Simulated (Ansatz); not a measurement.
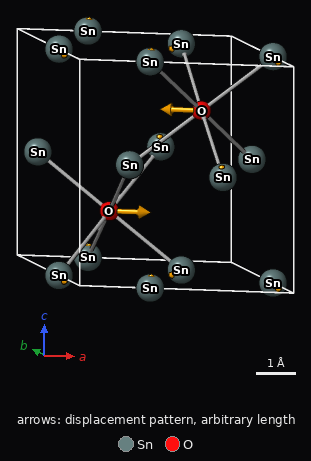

Phonons of a crystal of Sn3O (a generated structure), space group P6₃22 (No. 182), at the zone centre. The optical levels lie at 136i, 125i (×2), 34i (×2), 35 (×2), 44 (×2), 67 (×2), 76, 79, 79, 81 (×2), 108, 128 (×2), 152, 163 cm⁻¹. One mode is drawn. The orange arrows are the displacements of the atoms (eigenvector over the root of the mass), of arbitrary overall length and sign. Style: ball-and-stick. Shown: the cell of the calculation, slightly off an axis.

All numbers below come from Ansatz, DFT PBEsol, scalar-relativistic, plane waves, PAW. Settings: plane-wave cutoff 420 eV; k-point mesh 6 × 6 × 6; occupations fermi dirac; smearing width 0.15 eV; no spin polarisation.

The frequencies depend somewhat on the k-mesh and the smearing.

> To which level does it belong?

The level at 128 cm⁻¹. This is the E₂ mode (doubly degenerate; one member of the set is drawn), optical level 12 of 14, counted from below (3 lower levels are imaginary, so the structure is unstable), Raman-active by symmetry. Atoms of one kind move against one another, with no net shift of any sublattice; it stretches the shortest O–Sn bonds (2.45 Å); the kinetic energy is shared as O 71 %, Sn 29 %.
